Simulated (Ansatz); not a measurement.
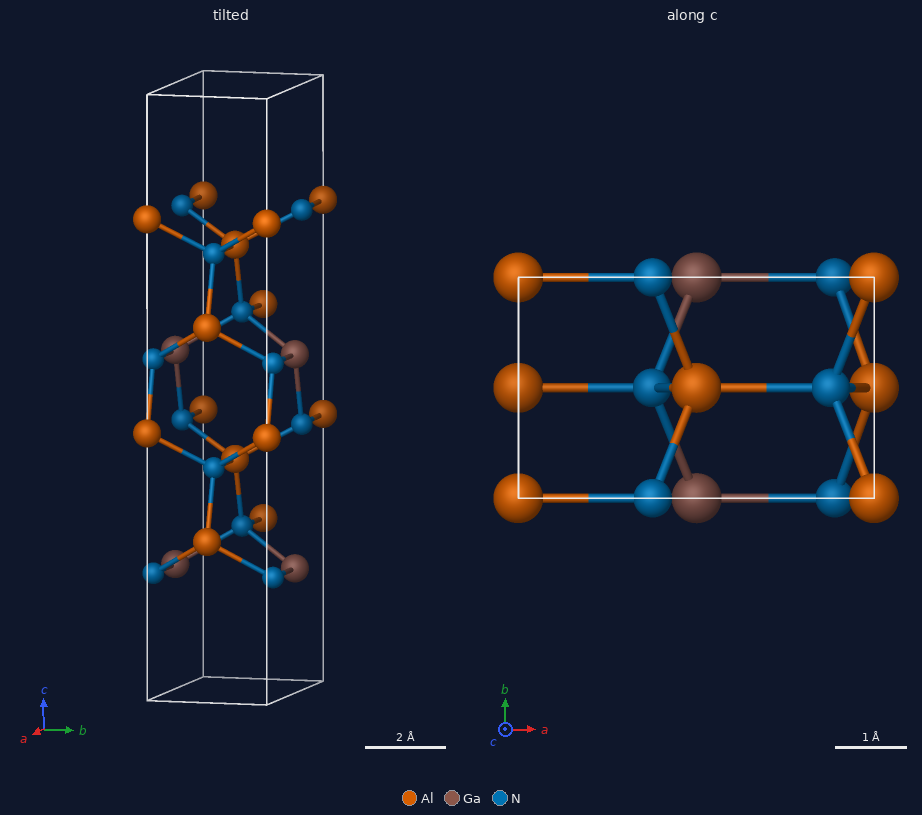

The image is a ball-and-stick drawing of a crystal, viewed slightly off an axis and along the c axis. The parallelepiped is the simulation cell. Cell: a = 5.043 Å, b = 3.130 Å, c = 15.336 Å, α = 90.00°, β = 89.98°, γ = 90.00°.

- The solid is Al3GaN4.
- With Z = 2, the cell contains 6 Al, 2 Ga, 8 N.
- Ga takes two kinds of site: one a cell with three N in a trigonal pyramidal arrangement at about 1.9 Å; one a cell with four N in a tetrahedral arrangement at about 1.9 Å.
- Counting contacts within bonding distance, the coordination numbers are Al 3 to 4 (mean 3.8) and N 3 to 4 (mean 3.8).
- The bonds build Al3GaN4 layers parallel to (001).

Its origin is a structure listed in the Materials Project. The cell was then strained or its atoms displaced on purpose. It went into a calculation with Ansatz.

At this level of theory the run's own cell isn't at rest (forces up to 2.8 eV/Å), so its distances can differ from those at equilibrium, the more so the softer the solid.
